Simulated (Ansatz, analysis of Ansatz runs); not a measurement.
**NV- centre in diamond: zero-phonon line against experiment**

Aim: the zero-phonon line of the NV- centre in diamond, to be set beside the measurement. Set-up: PBE, 64-site cell, PBE lattice, 420 eV, k: the zone centre alone, symmetric start. The model is a cell of 64 host atoms with 1 site emptied and N put on another atom's site. The excitation energy is a difference of total energies with one electron moved up within one spin channel. Another start tests whether the structure found is the lowest.

Measured beforehand: Zero-phonon line: 1.945 eV, by low-temperature optical absorption and emission (“NV- - N+ pair centre in 1b diamond”, 2018, arxiv:1807.08889).

Program: Ansatz 0.2.0. Level of theory: plane-wave PAW DFT, PBE; relaxation of all atoms of a defect supercell. Results are calculated unless marked as measured.

## Step 1: The structure

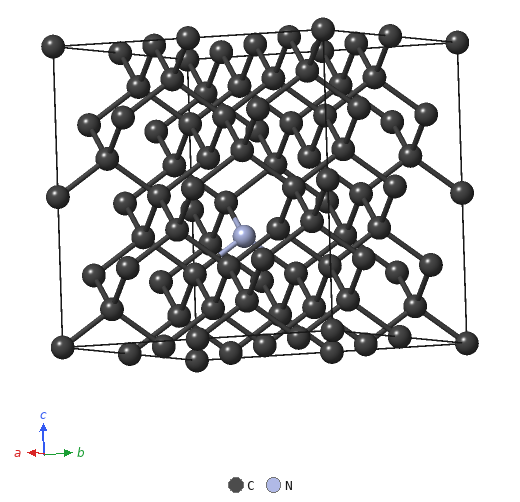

The cell as given, slightly off an axis (carbon dark grey, nitrogen light blue). Bonds to atoms that aren't drawn are left out. Some periodic images of atoms are drawn too.

The cell holds 63 atoms: 62 C and 1 N. Cell: a = 7.143 Å, b = 7.143 Å, c = 7.143 Å, α = 90.0°, β = 90.0°, γ = 90.0°. It derives from C (space group Fd-3m). Nearest the centre at fractional (0.375, 0.375, 0.375): N4 at 1.55 Å, C26 at 1.55 Å, C41 at 1.55 Å, C48 at 1.55 Å, C13 at 2.53 Å, C14 at 2.53 Å, C6 at 2.53 Å, C7 at 2.53 Å. The cell carries charge −1.

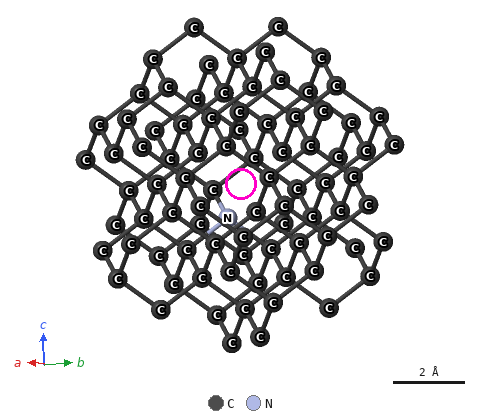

The atoms within 5 Å of the centre. A ring marks the centre wherever it is empty.

The host's primitive cell comes from a first run (plane-wave PAW DFT, PBE; relaxation of the host's cell and atoms): vectors of 2.525, 2.525 and 2.525 Å. That is 5.69 Å³ an atom, 0.4 % over the diffraction cell's volume. The supercell is built on it.

## Step 2: Relaxation, charge −1

Every later number rests on the structure around the defect, so the atoms are relaxed at the host's lattice first.

Input file relax/input.yaml:

```yaml
relax:
  f_tol: 0.02
  max_steps: 80
  escape_saddle: false
crystal:
  lattice:
    - [7.14316351, 0.0, 0.0]
    - [0.0, 7.14316351, 0.0]
    - [0.0, 0.0, 7.14316351]
  atoms:
    - { symbol: C, position: [0.0, 0.0, 0.25] }
    - { symbol: C, position: [0.0, 0.25, 0.0] }
    - { symbol: C, position: [0.25, 0.0, 0.0] }
    - { symbol: "N", position: [0.25, 0.25, 0.25] }
    - { symbol: C, position: [0.125, 0.125, 0.375] }
    - { symbol: C, position: [0.125, 0.375, 0.125] }
    - { symbol: C, position: [0.375, 0.125, 0.125] }
    - { symbol: C, position: [0.0, 0.0, 0.75] }
    - { symbol: C, position: [0.0, 0.25, 0.5] }
    - { symbol: C, position: [0.25, 0.0, 0.5] }
    - { symbol: C, position: [0.25, 0.25, 0.75] }
    - { symbol: C, position: [0.125, 0.125, 0.875] }
    - { symbol: C, position: [0.125, 0.375, 0.625] }
    - { symbol: C, position: [0.375, 0.125, 0.625] }
    - { symbol: C, position: [0.375, 0.375, 0.875] }
    - { symbol: C, position: [0.0, 0.5, 0.25] }
    - { symbol: C, position: [0.0, 0.75, 0.0] }
    - { symbol: C, position: [0.25, 0.5, 0.0] }
    - { symbol: C, position: [0.25, 0.75, 0.25] }
    - { symbol: C, position: [0.125, 0.625, 0.375] }
    - { symbol: C, position: [0.125, 0.875, 0.125] }
    - { symbol: C, position: [0.375, 0.625, 0.125] }
    - { symbol: C, position: [0.375, 0.875, 0.375] }
    - { symbol: C, position: [0.0, 0.5, 0.75] }
    - { symbol: C, position: [0.0, 0.75, 0.5] }
    - { symbol: C, position: [0.25, 0.5, 0.5] }
    - { symbol: C, position: [0.25, 0.75, 0.75] }
    - { symbol: C, position: [0.125, 0.625, 0.875] }
    - { symbol: C, position: [0.125, 0.875, 0.625] }
    - { symbol: C, position: [0.375, 0.625, 0.625] }
    - { symbol: C, position: [0.375, 0.875, 0.875] }
    - { symbol: C, position: [0.5, 0.0, 0.25] }
    - { symbol: C, position: [0.5, 0.25, 0.0] }
    - { symbol: C, position: [0.75, 0.0, 0.0] }
    - { symbol: C, position: [0.75, 0.25, 0.25] }
    - { symbol: C, position: [0.625, 0.125, 0.375] }
    - { symbol: C, position: [0.625, 0.375, 0.125] }
    - { symbol: C, position: [0.875, 0.125, 0.125] }
    - { symbol: C, position: [0.875, 0.375, 0.375] }
    - { symbol: C, position: [0.5, 0.0, 0.75] }
    - { symbol: C, position: [0.5, 0.25, 0.5] }
    - { symbol: C, position: [0.75, 0.0, 0.5] }
    - { symbol: C, position: [0.75, 0.25, 0.75] }
    - { symbol: C, position: [0.625, 0.125, 0.875] }
    - { symbol: C, position: [0.625, 0.375, 0.625] }
    - { symbol: C, position: [0.875, 0.125, 0.625] }
    - { symbol: C, position: [0.875, 0.375, 0.875] }
    - { symbol: C, position: [0.5, 0.5, 0.25] }
    - { symbol: C, position: [0.5, 0.75, 0.0] }
    - { symbol: C, position: [0.75, 0.5, 0.0] }
    - { symbol: C, position: [0.75, 0.75, 0.25] }
    - { symbol: C, position: [0.625, 0.625, 0.375] }
    - { symbol: C, position: [0.625, 0.875, 0.125] }
    - { symbol: C, position: [0.875, 0.625, 0.125] }
    - { symbol: C, position: [0.875, 0.875, 0.375] }
    - { symbol: C, position: [0.5, 0.5, 0.75] }
    - { symbol: C, position: [0.5, 0.75, 0.5] }
    - { symbol: C, position: [0.75, 0.5, 0.5] }
    - { symbol: C, position: [0.75, 0.75, 0.75] }
    - { symbol: C, position: [0.625, 0.625, 0.875] }
    - { symbol: C, position: [0.625, 0.875, 0.625] }
    - { symbol: C, position: [0.875, 0.625, 0.625] }
    - { symbol: C, position: [0.875, 0.875, 0.875] }
total_charge: -1
basis:
  ecutwfc: 420
  xc_grid: 2
hamiltonian:
  xc: pbe
kpoints:
  mp_grid: { grid: [1, 1, 1] }
magnetization:
  spin_polarized: true
  initial_magnetization: 2
  spin_locking: { lock_magnetization: hard }
scf:
  occupations: { method: fermi_dirac, width: 0.01 }
  max_iter: 120
output:
  forces: true
checkpoint:
  write: "../relax.run"
  compress: false
  write_wavefunctions: true
  write_every: 100000
```

Run with:

```
$ ansatz run input.yaml --threads 2 --pin off --max-ram 3768MiB --backend cpu --events-out ev --progress --plain --runs-dir out
```

Numbers of over 12 decimals in the logs are rounded to 6 here.

What it wrote:

```text
[... repeated set-up lines and file paths are left out, and long positions are rounded to six places ...]
Engine: ansatz 0.2.0, aarch64-unknown-linux-gnu
Pseudopotentials: kind: paw
Pseudopotential: C, paw, valence charge 4, recommended cutoff 420 eV (normal), C.paw.azcp
Pseudopotential: N, paw, valence charge 5, recommended cutoff 420 eV (normal), N.paw.azcp
Functional definition: PBE
  parameter kappa = 0.804
  parameter beta = 0.066725
  exchange = pbe_x(kappa = kappa, mu = beta*pi^2/3)
  correlation = pbe_c(beta = beta)
Crystal: 63 atoms, lattice volume = 364.478 Å³
Basis set: ecut = 420 eV, 7123 PW (Γ), exchange–correlation on 96×96×96 points (8 copies of the dense FFT grid, shifted against one another)
Bands: 191, of which v1, the nominal top of the filled ones, is band 127 counted from 1 (126 counted from 0)
Symmetry: 6 space group operations
Space group: R3m (ITA 160), of the structure as read, at distance tolerance 7.1e-5 Å
Magnetic group: BNS 160.65 (UNI 1295), of the structure as read, at distance tolerance 7.1e-5 Å
k-points: 1
Non-local potential: C, projectors of the file, l = 0: 2, l = 1: 2, l = 2: 1
Non-local potential: N, projectors of the file, l = 0: 2, l = 1: 2, l = 2: 1
PAW form: soft (Blöchl's): semilocal exchange-correlation on the pseudo side does not see the compensation charge
PAW one-centre angular grid: C, 110 points (default); XC on 64 Gauss nodes
PAW one-centre angular grid: N, 110 points (default); XC on 64 Gauss nodes
Initial density: superposition of atomic densities (chi_scale 0.1, normalization cell, long waves kept (reshape's long-wave potential 0.21 eV rms))
Starting moments: Σ|m| = 2 μB on 63 of 63 sites
Initial wavefunctions: pseudopotential atomic-orbital guess
Functional: x = pbe(κ = 0.804, μ = 0.219515), c = pbe(β = 0.066725)
SCF iter   1: F=—  HF=-15923.513643 eV  |F-HF|=—  |Δ(HF+E_count)|=         —  Δρ=7.23e-2 (↑7.23e-2 ↓7.06e-2)  dr2=5.24e1  dr2_m=6.52e-1  M=2.000 μB ∫|m|=2.003 μB  β_m=0.30  ethr=3.10e-3  ⟨swp⟩=6.0  Hψ=1728  notcnv=0  defer=37
preconditioner: auto → Resta (q_TF=auto, 2.569 Å⁻¹)  ε∞=4.3  [insulator: Δε(μ)=0.619 eV  Ē_g=17.105 eV  σ=0.010 eV  W_gap=1.00  n_scr=92 (ndim 8)  ℏωp=31.0 eV  f_vac=0.000  D(μ)=0.00/eV (n_scr^D=0)  ε∞_Penn≈4.3]
spin=Collinear: Resta preconditioning applied to the charge; magnetization (m = ρ↑ − ρ↓) channel mixes plain (no charge-response kernel on spin).
SCF iter   2: F=—  HF=-15915.985161 eV  |F-HF|=—  |Δ(HF+E_count)|=    7.53e0  Δρ=5.26e-2 (↑5.26e-2 ↓5.16e-2)  dr2=2.81e1  dr2_m=3.62e-1  M=2.000 μB ∫|m|=2.015 μB  β_m=0.65  ethr=3.10e-3  ⟨swp⟩=3.0  Hψ=713  notcnv=0  defer=109
SCF iter   3: F=—  HF=-15907.404239 eV  |F-HF|=—  |Δ(HF+E_count)|=    8.58e0  Δρ=4.25e-3 (↑4.25e-3 ↓4.17e-3)  dr2=1.29e-1  dr2_m=6.88e-4  M=2.000 μB ∫|m|=2.152 μB  β_m=0.76  ethr=3.10e-3  ⟨swp⟩=3.5  Hψ=568  notcnv=0  defer=109
SCF iter   4: F=—  HF=-15907.543690 eV  |F-HF|=—  |Δ(HF+E_count)|=   1.39e-1  Δρ=1.68e-3 (↑1.67e-3 ↓1.68e-3)  dr2=2.27e-2  dr2_m=1.11e-4  M=2.000 μB ∫|m|=2.177 μB  β_m=0.80  ethr=5.07e-5  ⟨swp⟩=2.0  Hψ=706  notcnv=0  defer=114
SCF iter   5: F=—  HF=-15907.559987 eV  |F-HF|=—  |Δ(HF+E_count)|=   1.63e-2  Δρ=5.11e-4 (↑5.07e-4 ↓5.11e-4)  dr2=2.72e-3  dr2_m=1.37e-5  M=2.000 μB ∫|m|=2.186 μB  β_m=0.74  ethr=8.94e-6  ⟨swp⟩=3.0  Hψ=550  notcnv=0  defer=114
SCF iter   6: F=—  HF=-15907.560539 eV  |F-HF|=—  |Δ(HF+E_count)|=   5.52e-4  Δρ=9.61e-5 (↑9.61e-5 ↓8.39e-5)  dr2=6.58e-5  dr2_m=2.53e-6  M=2.000 μB ∫|m|=2.190 μB  β_m=0.79  ethr=1.07e-6  ⟨swp⟩=2.5  Hψ=540  notcnv=0  defer=114
SCF iter   7: F=—  HF=-15907.560640 eV  |F-HF|=—  |Δ(HF+E_count)|=   1.01e-4  Δρ=3.22e-5 (↑2.58e-5 ↓3.22e-5)  dr2=5.25e-6  dr2_m=3.40e-7  M=2.000 μB ∫|m|=2.191 μB  β_m=0.83  ethr=3.94e-9  ⟨swp⟩=4.0  Hψ=954  notcnv=0
SCF iter   8: F=-15907.560648 eV  HF=-15907.560648 eV  |F-HF|=4.02e-8  |Δ(HF+E_count)|=   7.79e-6  Δρ=7.28e-6 (↑7.28e-6 ↓4.86e-6)  dr2=3.34e-7  dr2_m=3.15e-8  M=2.000 μB ∫|m|=2.192 μB  ethr=2.07e-9  ⟨swp⟩=3.0  Hψ=898  notcnv=0
SCF 1 converged in 8 iterations: F = -15907.560648 eV  dr2 = 3.34e-7
  greatest PAW one-centre occupation: 0.792 electrons in one spin orbital (limit 2), on the N atom at site 3 (counted from 0), in its partial waves of l = 0
relax step   1: F+E_penalty+E_count = -15907.56064788 eV  Δ(F+E_penalty+E_count) = +0.000e0 eV  max|allowed force component| = 1.868e0 eV/Å  Δτ_max = 0.0000 Å  (8 SCF iters, dr2 threshold 1.00e-5 eV, accepted)
[... the SCF cycles and remarks between the steps are left out from here to the last step ...]
relax step   2: F+E_penalty+E_count = -15908.31737764 eV  Δ(F+E_penalty+E_count) = -7.567e-1 eV  max|allowed force component| = 9.059e-1 eV/Å  Δτ_max = 0.1270 Å  (6 SCF iters, dr2 threshold 1.00e-4 eV, accepted)
relax step   3: F+E_penalty+E_count = -15908.54157641 eV  Δ(F+E_penalty+E_count) = -2.242e-1 eV  max|allowed force component| = 1.993e-1 eV/Å  Δτ_max = 0.0342 Å  (5 SCF iters, dr2 threshold 5.13e-5 eV, accepted)
relax step   4: F+E_penalty+E_count = -15908.55127884 eV  Δ(F+E_penalty+E_count) = -9.702e-3 eV  max|allowed force component| = 3.242e-2 eV/Å  Δτ_max = 0.0059 Å  (5 SCF iters, dr2 threshold 2.48e-6 eV, accepted)
SCF iter   1: F=—  HF=-15908.551692 eV  |F-HF|=—  |Δ(HF+E_count)|=         —  Δρ=1.81e-4 (↑1.81e-4 ↓1.50e-4)  dr2=2.04e-4  dr2_m=2.60e-5  M=2.000 μB ∫|m|=2.257 μB  β_m=0.30  ethr=9.51e-7  ⟨swp⟩=4.5  Hψ=885  notcnv=0  defer=109
SCF iter   2: F=—  HF=-15908.551674 eV  |F-HF|=—  |Δ(HF+E_count)|=   1.79e-5  Δρ=1.26e-4 (↑1.26e-4 ↓1.03e-4)  dr2=8.61e-5  dr2_m=1.37e-5  M=2.000 μB ∫|m|=2.257 μB  β_m=0.60  ethr=8.03e-8  ⟨swp⟩=2.0  Hψ=446  notcnv=0  defer=109
SCF iter   3: F=—  HF=-15908.551648 eV  |F-HF|=—  |Δ(HF+E_count)|=   2.61e-5  Δρ=1.62e-5 (↑1.62e-5 ↓1.38e-5)  dr2=1.21e-6  dr2_m=3.05e-7  M=2.000 μB ∫|m|=2.257 μB  β_m=0.66  ethr=3.39e-8  ⟨swp⟩=2.5  Hψ=494  notcnv=0  defer=109
SCF iter   4: F=—  HF=-15908.551649 eV  |F-HF|=—  |Δ(HF+E_count)|=   4.94e-7  Δρ=4.30e-6 (↑4.30e-6 ↓4.14e-6)  dr2=1.36e-7  dr2_m=1.73e-8  M=2.000 μB ∫|m|=2.257 μB  β_m=0.73  ethr=3.94e-11  ⟨swp⟩=5.0  Hψ=1163  notcnv=0
SCF iter   5: F=-15908.551649 eV  HF=-15908.551649 eV  |F-HF|=1.72e-9  |Δ(HF+E_count)|=   5.08e-8  Δρ=1.13e-6 (↑1.05e-6 ↓1.13e-6)  dr2=1.03e-8  dr2_m=7.67e-10  M=2.000 μB ∫|m|=2.257 μB  ethr=3.94e-11  ⟨swp⟩=4.0  Hψ=909  notcnv=0
SCF 5 converged in 5 iterations: F = -15908.551649 eV  dr2 = 1.03e-8
relax step   5: F+E_penalty+E_count = -15908.55164881 eV  Δ(F+E_penalty+E_count) = -3.700e-4 eV  max|allowed force component| = 4.433e-3 eV/Å  Δτ_max = 0.0024 Å  (5 SCF iters, accepted)
NSCF: frozen V_eff on 1 k-points
the band table was solved once a step of the walk had ended and its energy, with any forces and stress, was formed, with the checks that follow a solve (1981 applications of the Hamiltonian). They found nothing against the state; [...]
SCF converged after 5 iterations
Magnetization: 2.0000 μB (128.0000 up, 126.0000 down)
Absolute magnetization: 2.2576 μB (∫|ρ↑−ρ↓|, with the PAW one-centre terms)
Spin contamination: 0.0091 ħ² per cell (⟨S²⟩ above its minimum at these occupations)
Per-site moments (μB) at R_I (Å): [(0.00333983, 0.632876), (0.00333983, 0.632876), (0.00333983, 0.632876), [... 60 left out ...]
Free energy (F): -15908.551649 eV
Harris-Foulkes:  -15908.551649 eV  (|F-HF|=1.72e-9)
Internal energy: -15908.551649 eV  (E = F + TS)
E sigma→0 (E₀):  -15908.551649 eV
Fermi energy:    15.333985 (↑ 16.003391, ↓ 15.012220) eV
--- Per-component energies (eV) ---
  E_band       = 1032.789847
  E_kinetic    = 5888.469585
  E_local      = -4225.374329  (includes V_loc(G=0)·N_el)
  E_nonlocal   = 1700.537313
  E_hartree    = 970.298556
  E_xc         = -3087.279983
  E_vxc        = -3834.706116  (∫ρ·V_xc dr)
  E_paw        = -6282.706700  (= ΣΔE_a)
  E_vpaw       = -436.733592  (= ΣTr[D̂ρ^β])
  E_aug_tail   = 0.000673  (compensation charges beyond the density's cutoff)
  E_ewald      = -10872.496764
  E_smearing   = -0.000000  (= −TS)
  E_closure    = -0.000000  (closes the sum)
  E_deformation_potential = -21.107691  (in the stress; not in F)
  Σ components = -15908.551649   (vs F -15908.551649, Δ=0.00e0)
--- Forces (eV/Å), atoms counted from 1 ---
  atom   1  C      0.00180233     0.00180233     0.00119521
  atom   2  C      0.00180233     0.00119521     0.00180233
  [... 1 atom left out ...]
  atom   4  N     -0.00263574    -0.00263574    -0.00263574
  atom   5  C      0.00114593     0.00114593    -0.00128611
  atom   6  C      0.00114593    -0.00128611     0.00114593
  atom   7  C     -0.00128611     0.00114593     0.00114593
  [... 5 atoms left out ...]
  atom  13  C     -0.00377904     0.00059202     0.00223707
  [... 2 atoms left out ...]
  atom  16  C      0.00423376    -0.00334216     0.00262871
  [... 5 atoms left out ...]
  atom  22  C      0.00059202     0.00223707    -0.00377904
  [... 3 atoms left out ...]
  atom  26  C      0.00229028    -0.00196381    -0.00196381
  [... 14 atoms left out ...]
  atom  41  C     -0.00196381     0.00229028    -0.00196381
  [... 6 atoms left out ...]
  atom  48  C     -0.00196381    -0.00196381     0.00229028
  [... 15 atoms left out ...]
  max |Σ_I F_I| component: 2.00e-5 eV/Å
--- Band table (eV) ---
  k-point 0 ↑: bands = ["-8.6151", "-7.0549", "-6.3180", "-6.3180", [... 183 left out ...] "23.5734", "23.5960", "23.6369", "23.6369"]
  k-point 0 ↓: bands = ["-8.5916", "-7.0406", "-6.2982", "-6.2982", [... 183 left out ...] "23.6014", "23.6423", "23.6860", "23.6860"]
--- Relaxed structure (5 steps of the walk, 5 accepted, 0 SCFs on fresh bases) ---
  F+E_penalty+E_count = -15908.55164881 eV   max|allowed force component| = 4.433e-3 eV/Å
  atoms:
    - { symbol: C, position: [-0.001559, -0.001559, 0.249672] }
    - { symbol: C, position: [-0.001559, 0.249672, -0.001559] }
    [... 1 atom left out ...]
    - { symbol: N, position: [0.237398, 0.237398, 0.237398] }
    - { symbol: C, position: [0.125182, 0.125182, 0.368867] }
    - { symbol: C, position: [0.125182, 0.368867, 0.125182] }
    - { symbol: C, position: [0.368867, 0.125182, 0.125182] }
    [... 5 atoms left out ...]
    - { symbol: C, position: [0.127573, 0.376648, 0.622983] }
    [... 2 atoms left out ...]
    - { symbol: C, position: [0.002200, 0.497595, 0.251424] }
    [... 5 atoms left out ...]
    - { symbol: C, position: [0.376648, 0.622983, 0.127573] }
    [... 3 atoms left out ...]
    - { symbol: C, position: [0.242211, 0.510762, 0.510762] }
    [... 14 atoms left out ...]
    - { symbol: C, position: [0.510762, 0.242211, 0.510762] }
    [... 6 atoms left out ...]
    - { symbol: C, position: [0.510762, 0.510762, 0.242211] }
    [... 15 atoms left out ...]
```

It took 26 s on 2 threads of Arm Neoverse V1, shared host; peak memory 0.69 GiB; 52 s of CPU time.

Relaxation path:

```tsv
step	energy less that of the first step (eV)	largest force component (eV/Å)
1	0.0000	1.8682
2	-0.7567	0.9059
3	-0.9809	0.1993
4	-0.9906	0.0324
5	-0.9910	0.0044
```

Forces are held to the 6 operations that the run works with; a distortion that breaks them can't arise in this run.

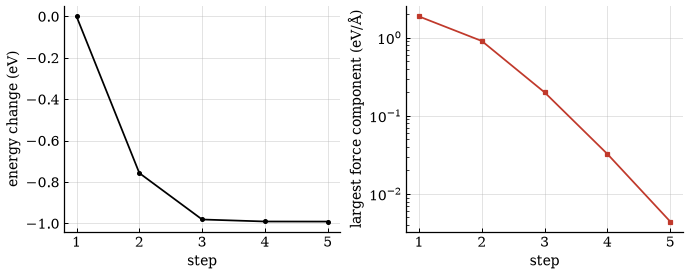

Energy and largest force along the relaxation.

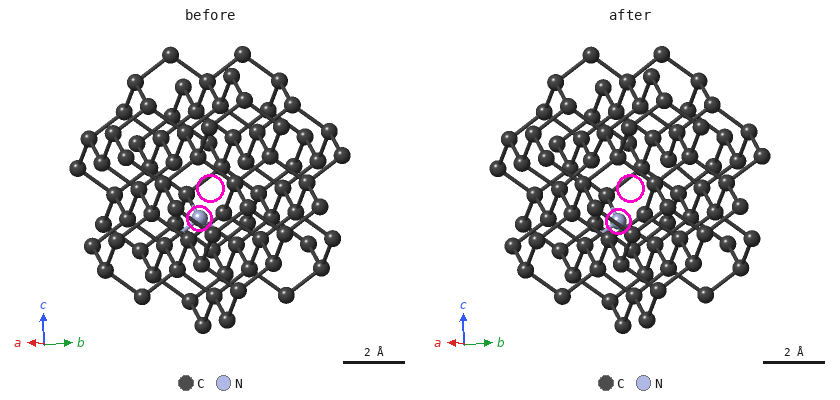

Before and after: the atoms that start within 5 Å of the centre. N4, which moves most, is ringed if it is among them. A ring with no atom in it marks the empty centre.

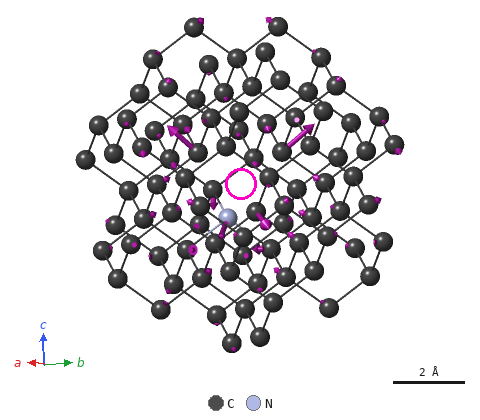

Displacements in the relaxation near the centre, exaggerated; the longest in the cell stands for 0.16 Å. A ring marks the centre wherever it is empty.

The atoms that moved most (Å):

```tsv
atom	dx	dy	dz	length
N4	-0.090	-0.090	-0.090	0.156
C26	-0.056	0.077	0.077	0.122
C41	0.077	-0.056	0.077	0.122
C48	0.077	0.077	-0.056	0.122
C7	-0.044	0.001	0.001	0.044
C6	0.001	-0.044	0.001	0.044
C5	0.001	0.001	-0.044	0.044
C20	0.018	-0.014	0.012	0.026
```

The atoms nearest to the centre after the run:

```tsv
atom	distance (Å)
C26	1.668
C48	1.668
C41	1.668
N4	1.702
C20	2.502
C22	2.502
C13	2.502
C14	2.502
C37	2.502
C36	2.502
C52	2.522
C45	2.522
C30	2.522
C5	2.524
C6	2.524
C7	2.524
```

This step gave:

| Quantity | Value |
| --- | --- |
| free energy | -15908.5516 eV |
| total moment | 2 μB |
| integral of the absolute spin density | 2.258 μB |
| spin contamination | 0.009115 |

The relaxation ends 16 meV an atom lower, with a largest force component of 0.0044 eV/Å.

[end of part 1 of 3]

[Logs are printed without paths, hosts, clocks, repeated set-up lines and the standing remarks that a program may print on its own settings, such as how far it seeks lower states.]

[Hosts, paths, dates, database ids (printed as entryN), source tags and the programs' standing remarks are cut or masked in the printed files.]

[For some hosts the program warned that the k-mesh of the response run may be too coarse for force constants and the static dielectric constant; such warnings are not shown here.]
